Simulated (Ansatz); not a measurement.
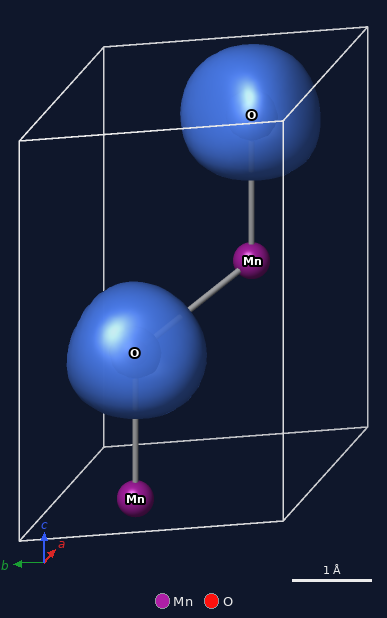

Figure 1: MnO. Isosurface of the electron localisation function at 0.65 (blue), seen at an oblique angle. Only the valence region is drawn (cores and ρ < 0.01 e/Å³ removed). Sticks mark near contacts.

Space group P6₃mc; not relaxed (largest force 0.5 eV/Å); computed pressure about −6 GPa in this cell; the SCF solution may not be the lowest one; the program warned that another magnetic order may lie lower; spin-polarised.

Computed with Ansatz, Kohn-Sham DFT of a periodic cell, PBEsol, Ansatz PAW.

Core electrons are frozen (PAW), and the valence fields are smoothed inside the atomic spheres.

Q: Where are the electrons localised?

A: The ELF exceeds this value in two regions wrapped around O (the valence shell of each), counted in one cell of 4 atoms. Any copies at cell faces, edges or corners count once.

Values along the shortest contacts:
Mn–O (2.00 Å): the ELF peaks at about 0.85 in the valence shell of O, 0.6 Å from its nucleus, and is about 0.20 at the midpoint: no shared electron pair shows on this line. Mn–O (2.12 Å): the ELF peaks at about 0.85 in the valence shell of O, 0.6 Å from its nucleus, and is about 0.15 at the midpoint: no shared electron pair shows on this line.

Q: How are the moments arranged in this solution?

A: Parallel moments (a ferromagnetic arrangement) in this solution; site moments Mn: +3.9 μB (×2) in one cell of 4 atoms, with smaller moments on other sites: O (up to +0.21 μB).
